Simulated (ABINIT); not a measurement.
Elastic calculation, with input and output: WC (part 3 of 3)

Continued. System: WC (2 atoms in the cell). Method: Kohn-Sham DFT of a periodic cell, LDA, PseudoDojo NC SR LDA v0.4.1 standard, no spin polarisation (ABINIT 10.8.3); cutoff 1115.67 eV, 8×8×8 k-mesh, fermi-dirac of 0.05 eV. The structure derives from an entry of the Crystallography Open Database. The settings are looser than a standard set-up, so the numbers are not reference values.

Geometry of the input (Å; fractional positions):
```
2.8832  0.0000  0.0000
-1.4416  2.4969  0.0000
0.0000  0.0000  2.8092
W  0.0000  0.0000  0.0000
C  0.6667  0.3333  0.5000
```

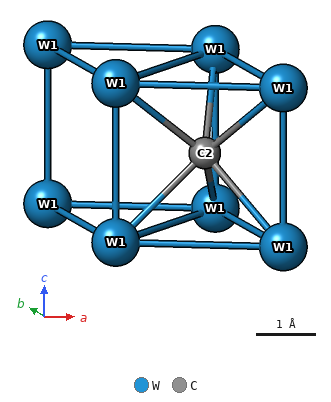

*The input geometry (ball-and-stick view of the cell of the calculation, seen slightly off an axis; atoms are numbered from 1 in the order of the input). An atom can appear more than once, as a periodic image.*

### The program's output, continued
```
 2DEtotal=    0.1533486828E+01 Ha. Also 2DEtotal=    0.417283023802E+02 eV
    (2DErelax=   -3.2972455373E+01 Ha. 2DEnonrelax=    3.4505942201E+01 Ha)
    (  non-var. 2DEtotal :    1.5334867713E+00 Ha)

--------------------------------------------------------------------------------
 Perturbation wavevector (in red.coord.)   0.000000  0.000000  0.000000
 Found     2 symmetries that leave the perturbation invariant.
 symkpt : the number of k-points, thanks to the symmetries,
 is reduced to   136 .

--------------------------------------------------------------------------------

--------------------------------------------------------------------------------

 dfpt_looppert : total number of electrons, from k and k+q
  fully or partially occupied states are    1.800000E+01 and    1.800000E+01.
 Initialisation of the first-order wave-functions :
  ireadwf=   0

--- !BeginCycle
iteration_state: {dtset: 2, }
solver: {iscf: 7, nstep: 80, nline: 4, wfoptalg: 0, }
tolerances: {tolvrs: 1.00E-09, }
...

     iter   2DEtotal(Ha)        deltaE(Ha) residm    vres2
-ETOT  1   5.2903806098432     -2.922E+01 8.240E+02 1.093E+04
 ETOT  2   1.3080485786982     -3.982E+00 1.231E-01 3.717E+02
 ETOT  3   1.1407576666724     -1.673E-01 7.498E-04 1.594E+00
 ETOT  4   1.1401361458586     -6.215E-04 2.920E-05 3.163E-02
 ETOT  5   1.1401215128161     -1.463E-05 2.933E-06 9.552E-05
 ETOT  6   1.1401214749810     -3.784E-08 1.907E-07 3.971E-07
 ETOT  7   1.1401214748559     -1.251E-10 1.737E-08 1.641E-07
 ETOT  8   1.1401214747978     -5.813E-11 1.166E-09 3.992E-08
 ETOT  9   1.1401214747787     -1.905E-11 1.006E-10 7.504E-12

 At SCF step    9       vres2   =  7.50E-12 < tolvrs=  1.00E-09 =>converged.
================================================================================

 ----iterations are completed or convergence reached----

 Mean square residual over all n,k,spin=   10.498E-14; max=  10.058E-11

 2DEtotal=    0.1140121475E+01 Ha. Also 2DEtotal=    0.310242858175E+02 eV
    (2DErelax=   -3.3371687624E+01 Ha. 2DEnonrelax=    3.4511809099E+01 Ha)
    (  non-var. 2DEtotal :    1.1401214226E+00 Ha)

================================================================================

 ---- first-order wavefunction calculations are completed ----

 ==> Compute Derivative Database <==

  Dynamical matrix, in cartesian coordinates,
   if specified in the inputs, asr has been imposed
     j1       j2             matrix element
  dir pert dir pert     real part    imaginary part

   1    1   1    1         0.1739250715         0.0000000000
   1    1   1    2        -0.1739250715        -0.0000000000

   2    1   2    1         0.1739250694         0.0000000000
   2    1   2    2        -0.1739250694        -0.0000000000

   3    1   3    1         0.1480953544         0.0000000000
   3    1   3    2        -0.1480953544        -0.0000000000

   1    2   1    1        -0.1739250644         0.0000000000
   1    2   1    2         0.1739250644        -0.0000000000

   2    2   2    1        -0.1739250623         0.0000000000
   2    2   2    2         0.1739250623        -0.0000000000

   3    2   3    1        -0.1480953488         0.0000000000
   3    2   3    2         0.1480953488        -0.0000000000

  Rigid-atom elastic tensor , in cartesian coordinates,
     j1       j2             matrix element
  dir pert dir pert     real part    imaginary part

   1    5   1    5         0.0254196774         0.0000000000
   1    5   2    5         0.0087116218         0.0000000000
   1    5   3    5         0.0066727328         0.0000000000

   2    5   1    5         0.0087116218         0.0000000000
   2    5   2    5         0.0254196676         0.0000000000
   2    5   3    5         0.0066727381         0.0000000000

   3    5   1    5         0.0066727339         0.0000000000
   3    5   2    5         0.0066727276         0.0000000000
   3    5   3    5         0.0350384955         0.0000000000

   1    6   1    6         0.0112363333         0.0000000000

   2    6   2    6         0.0112363386         0.0000000000

   3    6   3    6         0.0083540273         0.0000000000

  Internal strain coupling parameters, in cartesian coordinates,
   zero average net force deriv. has been imposed
     j1       j2             matrix element
  dir pert dir pert     real part    imaginary part

   1    1   3    6         0.1049203000         0.0000000000

   2    1   1    5         0.1049203566         0.0000000000
   2    1   2    5        -0.1049204007         0.0000000000

   1    2   3    6        -0.1049203000         0.0000000000

   2    2   1    5        -0.1049203566         0.0000000000
   2    2   2    5         0.1049204007         0.0000000000

  Phonon wavevector (reduced coordinates) :  0.00000  0.00000  0.00000
 Phonon energies in Hartree :
   0.000000E+00  0.000000E+00  0.000000E+00  2.684375E-03  2.909066E-03
   2.909066E-03
 Phonon frequencies in cm-1    :
   0.000000E+00  0.000000E+00  0.000000E+00  5.891523E+02  6.384662E+02
   6.384663E+02

== END DATASET(S) ==============================================================
================================================================================

 -outvars: echo values of variables after computation  --------
            acell      5.4484801170E+00  5.4484801087E+00  5.3085246946E+00 Bohr
           etotal1    -8.1976926596E+01
           etotal2     1.1401214748E+00
            fcart1     1.7395881020E-26 -5.3869770885E-26 -0.0000000000E+00
                      -1.7395881020E-26  5.3869770885E-26 -0.0000000000E+00
            fcart2     0.0000000000E+00  0.0000000000E+00  0.0000000000E+00
                       0.0000000000E+00  0.0000000000E+00  0.0000000000E+00
            rprim      1.0000000000E+00  0.0000000000E+00  0.0000000000E+00
                      -4.9999999900E-01  8.6602540430E-01  0.0000000000E+00
                       0.0000000000E+00  0.0000000000E+00  1.0000000000E+00
           strten1     7.7464687331E-06  7.7464968605E-06 -1.2024422632E-05
                       0.0000000000E+00  0.0000000000E+00 -3.0760568362E-11
           strten2     0.0000000000E+00  0.0000000000E+00  0.0000000000E+00
                       0.0000000000E+00  0.0000000000E+00  0.0000000000E+00
           xangst      0.0000000000E+00  0.0000000000E+00  0.0000000000E+00
                       1.4416057567E+00  8.3231146994E-01  1.4045751450E+00
             xred      0.0000000000E+00  0.0000000000E+00  0.0000000000E+00
                       6.6666666667E-01  3.3333333333E-01  5.0000000000E-01
 Calculation completed.
```

### Results in brief

- outcome: converged
- space group (tolerance 0.01 Å): P-6m2 (187)
- electrons treated: 18
- free energy: −2230.7058 eV
- Fermi energy: 17.656 eV
- pressure: −0.03 GPa
- largest force (length of the vector): under 0.001 eV/Å
- hardware: 4 threads of Arm Neoverse V2, 24 GiB of memory available, shared host
- wall time: 3.4 min (CPU time 13 min)
- peak memory: 0.44 GiB

### Remarks

The settings depart from the standard set-up of this series, which can bear on the numbers. Points of doubt noted for this run: k mesh coarse for metal response. Spin–orbit coupling is left out, which matters for W.
